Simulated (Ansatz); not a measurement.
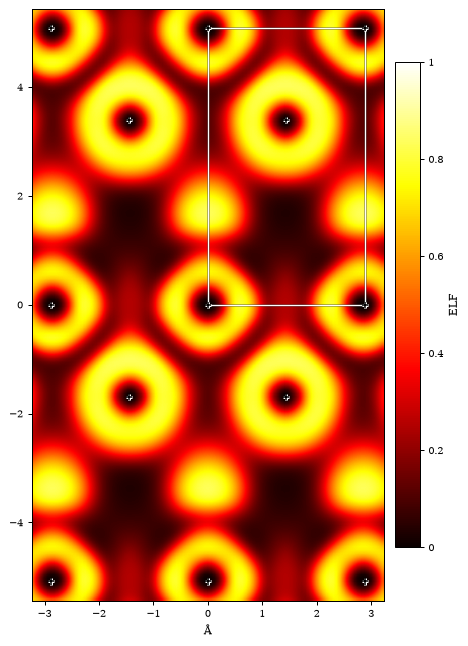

The electron localisation function on a plane through atoms (crosses mark nuclei in the plane).

Level of theory: DFT r2SCAN, scalar-relativistic, plane waves, PAW in Ansatz.

Candidates:
A. MnSn3, a = 6.51 Å, b = 6.51 Å, c = 4.60 Å, α = 90.00°, β = 90.00°, γ = 90.00°. Space group Pm-3m; started from the Cu3Au (L1_2) prototype, which need not be the ambient phase; spin-polarised.
B. TaN, a = 2.94 Å, b = 2.94 Å, c = 2.88 Å, α = 90.00°, β = 90.00°, γ = 120.00°. Space group P-6m2.

Which system is this?

Answer. Candidate B: TaN on the (110) plane of the conventional cell, which holds Ta and N. Ta–N (2.23 Å): the ELF peaks at about 0.80 in the valence shell of N, 0.7 Å from its nucleus, and is about 0.20 at the midpoint: no shared electron pair shows on this line. Ta–Ta (2.88 Å): the ELF is about 0.25 at the midpoint; no shared electron pair shows on this line.
